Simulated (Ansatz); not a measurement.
## TaN: single-point calculation (part 2 of 2)

Continued. System: TaN (P-62m, 6 atoms in the cell). Method: DFT, PBE, paw_fr, spin-orbit coupling (Ansatz 0.2.0); cutoff 420 eV, 6×6×8 k-mesh, Gaussian smearing of 0.05 eV. The structure derives from an entry of the Crystallography Open Database.

Geometry of the input (Å; fractional positions):
```
5.2016  -0.0000  0.0000
-2.6008  4.5047  0.0000
0.0000  0.0000  2.9048
Ta 0.3333  0.6667  0.5000
Ta 0.6667  0.3333  0.5000
Ta 0.0000  0.0000  0.0000
N  0.3930  0.0000  0.0000
N  0.6070  0.6070  0.0000
N  0.0000  0.3930  0.0000
```

## Output, continued
```
--- Forces (eV/Å), atoms counted from 1 ---
  atom   1  Ta    -0.00000000    -0.00000000     0.00000000
  atom   2  Ta     0.00000000     0.00000000    -0.00000000
  atom   3  Ta    -0.00000000     0.00000000    -0.00000000
  atom   4  N     -0.02129153     0.00000000     0.00000000
  atom   5  N      0.01064576     0.01843900     0.00000000
  atom   6  N      0.01064576    -0.01843900     0.00000000
  max |Σ_I F_I| component: 1.54e-16 eV/Å
--- Stress (GPa, compression-positive) ---
        4.504613      -0.000000      -0.000000
       -0.000000       4.504613      -0.000000
       -0.000000      -0.000000       4.598051
  P = ⅓ Tr σ = 4.5358 GPa (45.358 kbar)
--- Band table (eV; the first three rows and the last of 50) ---
  k-point 0: bands = ["-49.4966", "-49.4966", "-49.4517", "-49.4517", "-48.8483", "-48.8483", "-22.4382", "-22.4382", "-22.3007", "-22.3007", "-21.7470", "-21.7470", "-14.1341", "-14.1341", "-13.7174", "-13.7174", "-13.5933", "-13.5933", "-13.5201", "-13.5201", "-13.2303", "-13.2303", "-12.7853", "-12.7853", "1.3859", "1.3859", "3.8695", "3.8695", "4.2966", "4.2966", "10.3543", "10.3543", "12.8970", "12.8970", "13.2532", "13.2532", "13.3490", "13.3490", "13.9601", "13.9601", "14.0339", "14.0339", "14.6634", "14.6634", "14.7427", "14.7427", "15.4731", "15.4731", "16.4089", "16.4089", "17.7871", "17.7871", "18.6332", "18.6332", "18.9846", "18.9846", "20.2523", "20.2523", "20.5139", "20.5139", "21.4338", "21.4338", "21.5464", "21.5464", "21.9138", "21.9138"]
  k-point 1: bands = ["-49.4898", "-49.4898", "-49.4451", "-49.4451", "-48.8424", "-48.8424", "-22.4525", "-22.4525", "-22.3191", "-22.3191", "-21.7627", "-21.7627", "-14.1043", "-14.1043", "-13.6869", "-13.6869", "-13.6846", "-13.6846", "-13.6256", "-13.6256", "-13.2298", "-13.2298", "-12.8707", "-12.8707", "1.6798", "1.6798", "3.8100", "3.8100", "4.1879", "4.1920", "10.8636", "10.8636", "12.6440", "12.6440", "13.0257", "13.0996", "13.4927", "13.4927", "13.8081", "13.8081", "13.9021", "13.9729", "14.5770", "14.5770", "14.5942", "14.6917", "14.7239", "14.7239", "16.9539", "16.9539", "18.0558", "18.3230", "18.3273", "18.3273", "18.5328", "18.5328", "20.9622", "21.0127", "21.0127", "21.1235", "21.5184", "21.6637", "21.7779", "21.7779", "21.8829", "21.8829"]
  k-point 2: bands = ["-49.4732", "-49.4732", "-49.4292", "-49.4292", "-48.8282", "-48.8282", "-22.4882", "-22.4882", "-22.3651", "-22.3651", "-21.8011", "-21.8011", "-14.0314", "-14.0314", "-13.8952", "-13.8952", "-13.8651", "-13.8651", "-13.6070", "-13.6070", "-13.2345", "-13.2345", "-13.0678", "-13.0678", "2.4287", "2.4287", "3.6607", "3.6607", "3.9190", "3.9245", "12.0974", "12.0974", "12.1484", "12.1484", "12.4186", "12.4996", "12.7589", "12.7589", "13.4202", "13.4202", "13.6206", "13.6818", "14.4397", "14.5323", "14.5335", "14.5335", "14.5856", "14.5856", "17.6267", "17.7372", "17.7372", "17.9080", "18.5427", "18.5427", "20.1145", "20.1145", "20.9629", "21.2357", "21.2357", "21.2995", "21.7320", "21.9219", "22.0411", "22.0411", "22.4969", "22.4969"]
  k-point 49: bands = ["-49.4282", "-49.4282", "-49.4282", "-49.4282", "-48.8079", "-48.8079", "-22.4895", "-22.4895", "-22.4874", "-22.4874", "-21.8579", "-21.8579", "-14.2224", "-14.2224", "-14.1934", "-14.1934", "-13.6972", "-13.6972", "-13.6630", "-13.6630", "-13.2990", "-13.2990", "-13.2517", "-13.2517", "3.1538", "3.1538", "3.7851", "3.7851", "3.8946", "3.8946", "11.4768", "11.4768", "11.6691", "11.6691", "12.3661", "12.3661", "12.4082", "12.4082", "12.8358", "12.8358", "12.9223", "12.9223", "13.1411", "13.1411", "15.5982", "15.5982", "15.7271", "15.7271", "17.0771", "17.0771", "17.3016", "17.3016", "18.0142", "18.0142", "22.1289", "22.1289", "22.1578", "22.1578", "22.2286", "22.2286", "22.4274", "22.4274", "22.5223", "22.5223", "23.3309", "23.3309"]
```

## File rho_z.tsv
```
# z_ang	rho[e/angstrom^3]	m_x[e/angstrom^3]	m_y[e/angstrom^3]	m_z[e/angstrom^3]	m_norm[e/angstrom^3]
# format = ansatz-planar-average/11
# lattice	5.201560116	-0.000000000	0.000000000
# lattice	-2.600780058	4.504683200	0.000000000
# lattice	0.000000000	0.000000000	2.904779771
# sites	6
# site	73	0.000000000	3.003122133	1.452389886
# site	73	2.600780058	1.501561067	1.452389886
# site	73	0.000000000	0.000000000	0.000000000
# site	7	2.044379657	-0.000000000	0.000000000
# site	7	1.578590230	2.734198482	0.000000000
# site	7	-1.022189828	1.770484718	0.000000000
0.000000	1.105308e0	5.876004e-23	1.330115e-24	-1.890634e-8	2.002328e-7
0.145239	1.066927e0	-1.717506e-21	8.675794e-22	2.539726e-9	1.929972e-7
0.290478	9.519057e-1	-1.874893e-21	1.110246e-21	3.360629e-8	1.656373e-7
0.435717	7.841196e-1	-3.310127e-22	6.644124e-22	3.918422e-8	1.202517e-7
0.580956	6.330161e-1	1.562576e-21	-1.380319e-22	2.845965e-8	8.937509e-8
0.726195	5.667619e-1	2.558431e-21	-8.540895e-22	1.649506e-8	8.760395e-8
0.871434	6.009446e-1	2.415538e-21	-1.169363e-21	3.093307e-9	9.505306e-8
1.016673	6.980913e-1	1.609150e-21	-9.461006e-22	-1.829888e-8	1.189324e-7
1.161912	7.947944e-1	7.472996e-22	-4.141405e-22	-4.531474e-8	1.605145e-7
1.307151	8.510137e-1	2.013132e-22	-4.652061e-23	-6.731525e-8	1.965635e-7
1.452390	8.671968e-1	-7.292853e-24	1.342908e-24	-7.557293e-8	2.095738e-7
1.597629	8.510137e-1	-2.490305e-22	4.254619e-23	-6.731525e-8	1.965635e-7
1.742868	7.947944e-1	-8.284661e-22	4.124836e-22	-4.531474e-8	1.605145e-7
1.888107	6.980913e-1	-1.683407e-21	9.454904e-22	-1.829888e-8	1.189324e-7
2.033346	6.009446e-1	-2.428818e-21	1.167969e-21	3.093307e-9	9.505306e-8
2.178585	5.667619e-1	-2.524160e-21	8.649552e-22	1.649506e-8	8.760395e-8
2.323824	6.330161e-1	-1.531797e-21	1.303780e-22	2.845965e-8	8.937509e-8
2.469063	7.841196e-1	3.348805e-22	-6.589259e-22	3.918422e-8	1.202517e-7
2.614302	9.519057e-1	1.895651e-21	-1.112102e-21	3.360629e-8	1.656373e-7
2.759541	1.066927e0	1.798025e-21	-8.682799e-22	2.539726e-9	1.929972e-7
```

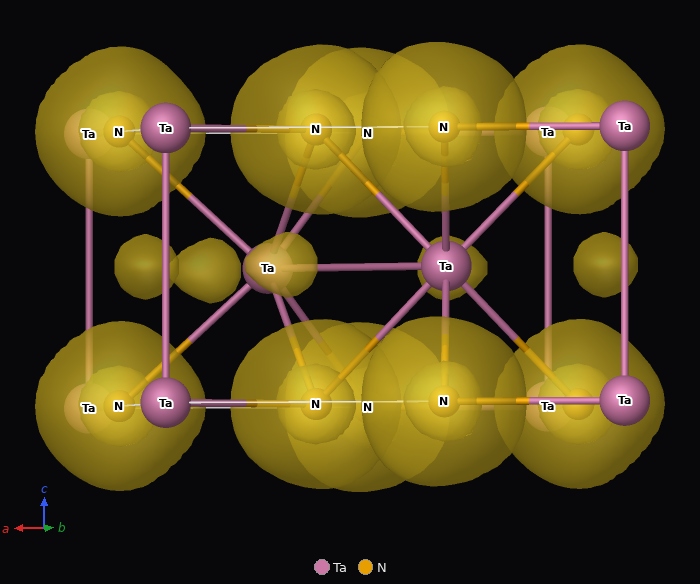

*Isosurface of the electron localisation function at 0.65 (yellow), seen at an oblique angle. Only the valence region is drawn (cores and ρ < 0.01 e/Å³ removed). Sticks mark near contacts. The outline is the cell set on symmetry axes.*

Profiles from the grid: Ta–N (2.04 Å): the ELF is about 0.30 at the midpoint. Ta–Ta (2.90 Å): the ELF is about 0.25 at the midpoint. Core electrons are frozen (PAW), so the fields are smoothed inside the atomic spheres.

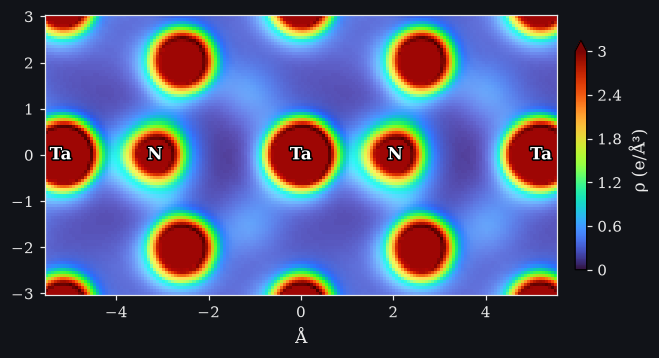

*Valence electron density on the (011) plane of the conventional cell.*

Atoms in the plane: Ta and N. Ta–N (2.04 Å): ρ is about 0.86 e/Å³ halfway. Away from the nuclei the density in this plane falls to 0.11 e/Å³ at its lowest.

## Key numbers

```json
{"quantity": "outcome", "value": "converged"}
{"quantity": "space group (tolerance 0.01 Å)", "value": "P-62m (189)"}
{"quantity": "electrons treated", "value": "54"}
{"quantity": "free energy", "value": "−31023.3944 eV"}
{"quantity": "Fermi energy", "value": "19.885 eV"}
{"quantity": "net moment of the cell", "value": "0.00 μB"}
{"quantity": "integrated absolute moment", "value": "0.00 μB"}
{"quantity": "pressure", "value": "4.54 GPa"}
{"quantity": "largest force (length of the vector)", "value": "0.021 eV/Å"}
{"quantity": "hardware", "value": "4 threads of Arm Neoverse V2, 24 GiB of memory available, shared host"}
{"quantity": "wall time", "value": "45 s (CPU time 3 min)"}
{"quantity": "peak memory", "value": "0.91 GiB"}
```

## Remarks

Settings chosen away from the usual ones: hamiltonian.pseudopotentials = {"kind": "paw_fr"}, magnetization = {"noncollinear": true, "spin_orbit": true}. Warnings of the run: some starting moments were not kept; the SCF threshold is looser than advised for the printed stress.
